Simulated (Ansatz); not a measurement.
# Collinear magnetic orders of EuSi (Cmcm): PBEsol+U energies and a three-shell exchange model

EuSi is built from zigzag chains of silicon with europium between them. Europium is close to Eu²⁺, whose half-filled 4f shell has a spin moment of 7 μB and no orbital moment in the free ion. The problem is to find how these large spins line up relative to one another, and whether couplings to the neighbours at 3.71, 3.87 and 3.95 Å explain the cost of the other arrangements. Such couplings set the scale of the magnetic ordering temperature, which matters for magnetic cooling and for spin-polarised conductors. Five collinear orders are calculated with PBEsol and a Hubbard U of 6 eV on Eu. Energies are per Eu atom, measured from the parallel order, so a positive value means less stable.

## Computational details

One system, EuSi (Cmcm), 4 atom(s) a primitive cell, from cells of the Materials Project database (relaxed there by DFT). Ansatz 0.2.0, plane waves with default PAW datasets, cutoff 420 eV, Fermi-Dirac smearing of 0.1 eV, k meshes whose coarsest spacing along a reciprocal vector is 0.16 1/Å over all runs (2π included). Functional: PBEsol with Hubbard U (eV) Eu 6; collinear spins, no spin-orbit coupling. Atoms are fixed. Each order is started from typed moments on Eu, in the primitive cell or in a cell doubled at wavevector q (fractions of the primitive reciprocal vectors), on meshes of about the same density or denser; only runs that kept their pattern of signs are listed. Runs that did not converge or carry a known fault are not listed. The same in all rows: metal or insulator in the row's run, judged by its smearing entropy or density of states at the Fermi energy (a gap under a few smearing widths counts as a metal): metal.

Notes on method and selection:

- In a Heisenberg model with E = -sum over ordered pairs of J e_i.e_j, the energy per magnetic atom is E0 less the sum over shells of J times the listed sum; further shells and changes of moment size are outside it.
- Each state is what a run reaches from typed starting moments; only a few collinear orders were started, so the lowest found need not be the ground state. Spin-orbit coupling is left out of these energies, which are free energies at the smearing width. A magnetic atom is one that was given a starting moment.
- Site moments count the spin inside each program's own atomic sphere, so they depend somewhat on its radius and leave out the spin between the spheres.
- Under a Hubbard U the orbital state was not searched.
- Ansatz's own search for a lower self-consistent state was switched off in these runs, so a run may rest in a state that is not the lowest for its pattern of moments.
- The shell on the horizontal axis is the one of the three whose sum correlates best with the energies.
- Runs that did not converge, have known faults or may not be shown are not listed, and runs on Ansatz's PAW sets soft_1 and soft_2 are kept to separate tables.

Columns:

- shell at 3.87 Å: sum of e_i.e_j over the 4 Eu neighbours at 3.87 Å, mean over magnetic atoms (+1 parallel, -1 opposed).
- shell at 3.71 Å: sum of e_i.e_j over the 2 Eu neighbours at 3.71 Å, mean over magnetic atoms (+1 parallel, -1 opposed).
- shell at 3.95 Å: sum of e_i.e_j over the 2 Eu neighbours at 3.95 Å, mean over magnetic atoms (+1 parallel, -1 opposed).
- moment (μB): largest site spin moment.
- net moment (μB): size of the net spin moment per magnetic atom.
- energy (meV): energy less that of the parallel order, per magnetic atom.

Input lines of one member:

```
magnetization:
  spin_polarized: true
kpoints:
  mp_grid: { grid: [10, 10, 10] }
hamiltonian:
  xc: pbesol
  hubbard:
    sites: [{ species: Eu, l: f, u_eff: 6.0 }]
    projectors: ortho-atomic
scf:
  occupations: { method: fermi_dirac, width: 0.1 }
  lower_state_search: "off"
output:
  write_density: true
  write_potential: true
  elf: true
  volumetric_format: npy
```

Command (options for logging and memory left out): `ansatz run input.yaml`

## Numbers

| member | shell at 3.87 Å | shell at 3.71 Å | shell at 3.95 Å | moment (μB) | net moment (μB) | energy (meV) |
| --- | --- | --- | --- | --- | --- | --- |
| opposed +- | −4 | −2 | 2 | 6.90 | 0.00 | 22.0 |
| opposed q=(1/2,1/2,0) +-+- | −4 | 2 | 2 | 6.90 | 0.00 | 22.4 |
| opposed q=(0,0,1/2) +-+- | 0 | 0 | −2 | 6.91 | 0.00 | 16.6 |
| parallel ++ | 4 | 2 | 2 | 6.93 | 7.20 | 0.0 |
| opposed q=(1/2,1/2,0) +--+ | 4 | −2 | 2 | 6.93 | 0.00 | 4.5 |

energy (meV) against shell at 3.87 Å (numbers count the rows of the first table from the top):

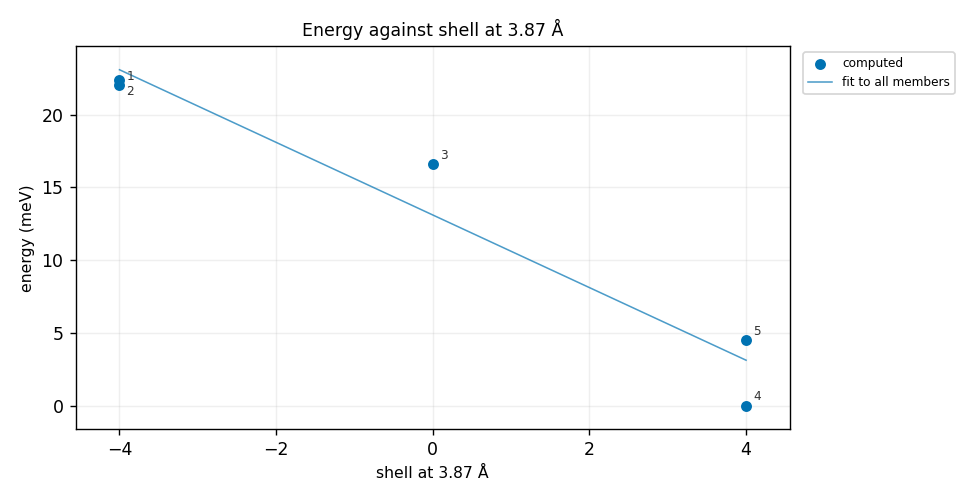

Least-squares fits to the whole series, with x = shell at 3.87 Å; R² and errors in the fitted variable (y, or ln y where the fit is in ln y):

| y | members | fit | R² | rms residual | leave-one-out rms | the same for the mean of the others |
| --- | --- | --- | --- | --- | --- | --- |
| energy (meV) | 5 | y = 13.10 − 2.494 x | 0.94 | 2.3 | 3.5 | 12 |

## The trend and its physics

The parallel order is the lowest of the five. The +--+ order lies 4.5 meV above it and the q=(0,0,1/2) order 16.6 meV. The +- order and the +-+- order at q=(1/2,1/2,0) follow at 22.0 and 22.4 meV, too close together to be ranked.

The main divide is set by the four neighbours at 3.87 Å. Turning them from opposed to parallel lowers the energy by 22.0 − 4.5 = 17.5 meV if the 3.71 Å neighbours are opposed, and by 22.4 − 0.0 = 22.4 meV if they are parallel. The fitted slope of −2.494 meV per unit of the spin sum corresponds to a ferromagnetic coupling J of 2.49 meV, with each pair counted from both ends. Leaving out one order at a time gives an error of 3.5 meV, against 12 meV for the mean of the others. This shell was, however, picked because it correlates best.

The 4f shells are too compact to overlap directly, so the coupling must pass through the valence and conduction electrons. These are visibly polarised: in the parallel order the net moment exceeds the 7 μB of a half-filled 4f shell by 7.20 − 7 = 0.20 μB per Eu. The spin between the atomic spheres points along the Eu spins, while silicon carries a small opposed moment. Exchange within each Eu atom favours 5d electrons parallel to the 4f spin, and electrons shared between neighbours can then favour parallel alignment of the atoms.

Three shells reproduce the broad pattern but not its finer part. In such a model, turning the 3.71 Å neighbours from opposed to parallel must change the energy by the same amount whatever the 3.87 Å neighbours do. The calculated change is −4.5 meV when the latter are parallel and +0.4 meV when they are opposed. This mismatch, 0.4 + 4.5 = 4.9 meV, is larger than the gap between the two lowest orders.

## Residuals

Largest departures from the fit to the whole series:

| member | energy (meV) | fit | computed − fit | in rms residuals |
| --- | --- | --- | --- | --- |
| opposed q=(0,0,1/2) +-+- | 16.6 | 13.1 | +3.5 | 1.5 |
| parallel ++ | 0.0 | 3.1 | −3.1 | 1.4 |
| opposed q=(1/2,1/2,0) +--+ | 4.5 | 3.1 | +1.4 | 0.6 |
| opposed +- | 22.0 | 23.1 | −1.1 | 0.5 |

The q=(0,0,1/2) order lies 3.5 meV above the line in the 3.87 Å sum. It is the only order in which the two neighbours at 3.95 Å are opposed, while its other two sums are zero. Those two sums also cancel in the average of the parallel and +- orders, (0.0 + 22.0) / 2 = 11.0 meV, and the q=(0,0,1/2) order is 16.6 − 11.0 = 5.6 meV dearer. A ferromagnetic coupling at 3.95 Å has the right sign to explain this.

The parallel order lies 3.1 meV below the line. Parallel neighbours at 3.71 Å may contribute, but a longer-ranged coupling is a likely partner. The Eu atoms form sheets stacked along b, and sheets two steps apart are parallel to each other in the parallel and +- orders but opposed in the two orders at q=(1/2,1/2,0). A ferromagnetic coupling between second-neighbour sheets would add to that at 3.71 Å in stabilising the parallel order over +--+. Between +- and +-+- the two would work against each other, which fits their near-equal energies.

## Short exercises

**What couplings do the three shells give, and how closely do they return the energies?**

The four orders with a 3.95 Å sum of +2 give the first two couplings.
- At 3.87 Å: J = (17.5 + 22.4) / (2 × 8) = 2.49 meV.
- At 3.71 Å: J = (4.5 − 0.4) / (2 × 4) = 0.51 meV.

The mean energy of these four is (22.0 + 22.4 + 0.0 + 4.5) / 4 = 12.2 meV.
- At 3.95 Å: J = (16.6 − 12.2) / 4 = 1.1 meV.

The four orders are then missed by 4.9 / 4 = 1.2 meV each. The fifth is met exactly because it alone fixes the last coupling. The small misses flatter the model, which has four constants for five energies.

**Would the model have predicted the +--+ order from the others?**

It would give 0.0 + 22.0 − 22.4 = −0.4 meV, against 4.5 meV calculated, a miss of 4.5 + 0.4 = 4.9 meV. The model would thus have put the wrong order lowest. Each of the other three orders with a 3.95 Å sum of +2 is missed by the same amount when left out, so the extra shells bring no gain in prediction over the single-shell line.

**Is the shortest Eu–Eu contact the strongest coupling?**

No. The separate estimates at 3.71 Å are 4.5 / 4 = 1.1 and −0.4 / 4 = −0.1 meV. Those at 3.87 Å are 17.5 / 8 = 2.2 and 22.4 / 8 = 2.8 meV. The longer contact couples more strongly in either pairing, and the sign at 3.71 Å is not secure.

## What to take away

Among these five orders, parallel alignment is lowest, and the ferromagnetic sign of the effective coupling at 3.87 Å is the firmest result. Its size may include more distant shells that turn together with this one. The three-shell model serves to tell low orders from high ones, but not to settle differences of a few meV.

Only a few collinear patterns were started, so a spiral or a longer-period order could still lie below the parallel one; a wider search can only lower the minimum. Spin-orbit coupling is left out, but it should shift these energies little, since a half-filled 4f shell has almost no orbital moment. The choice of U is likely to matter more: a larger value pushes the occupied 4f states deeper and weakens their mixing with the conduction states, which would probably shrink the energy differences. No measured magnetic order is tabled for comparison.

[Logs are printed without paths, hosts, clocks, repeated set-up lines and the standing remarks that a program may print on its own settings, such as how far it seeks lower states.]
